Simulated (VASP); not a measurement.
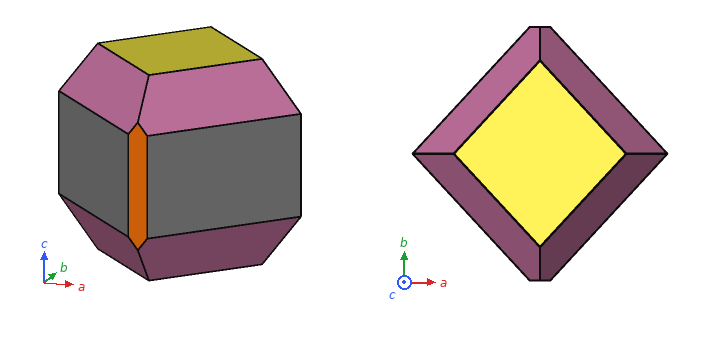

Two views of one computed crystal shape (BFDH rule; symmetry-equivalent faces share a colour; the right view looks down the c axis). A face and its opposite count as equivalent. Forms under 0.4 % of the area are left out.

**What symmetry does this shape have?**

Orthorhombic, Laue class mmm. A BFDH shape is always centrosymmetric and shows few forms, so it can't tell the point group within that class. It was computed for CuO in Cccm, with forms {111}, {110}, {002} and {020}.

Source: a cell listed in the Materials Project, as set up for an electronic-structure calculation.
